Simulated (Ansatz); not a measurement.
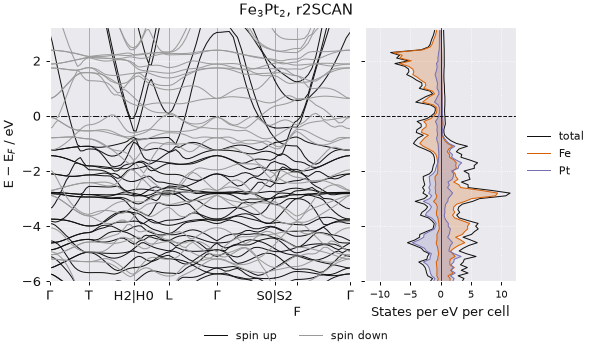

Band structure and density of states. Energies are counted from the Fermi level. The partial curves are projected on Löwdin-orthogonalised atomic shells. Spin-down states are drawn negative.

### Which Bravais lattice do the labels of the path belong to?

A rhombohedral lattice: the path Γ–T–H2|H0–L–Γ–S0|S2–F–Γ runs through the special points of its Brillouin zone.

System: Fe3Pt2, space group R-3m (No. 166), 5 atoms in the cell.

```
Fe Pt
1.0
     2.13945    1.23521    4.35780
    -2.13945    1.23521    4.35780
     0.00000   -2.47043    4.35780
Fe Pt
3 2
Direct
  0.00000 0.00000 0.00000
  0.40613 0.40613 0.40613
  0.59387 0.59387 0.59387
  0.78696 0.78696 0.78696
  0.21304 0.21304 0.21304
```

Ansatz; DFT r2SCAN, scalar-relativistic, plane waves, PAW, spin-polarised, 12×12×12 k mesh, Gaussian smearing of 0.1 eV.

### Does this material conduct, going by its bands?

A metal: bands cross the Fermi level along this path.

### What carries the states at the Fermi level?

By projected weight, the states within 0.3 eV of the Fermi level are Fe (70 %) and Pt (30 %).

### On which lines of the path do bands cross the Fermi level?

Bands cross the Fermi level on Γ–T, T–H2, H0–L, L–Γ, Γ–S0 and F–Γ, and not on S2–F.

The run may have settled in a state above the lowest, so this need not be the ground state. The structure is an invented one, so it need not be a known or stable phase. Spin-orbit coupling is left out, which matters for Pt.
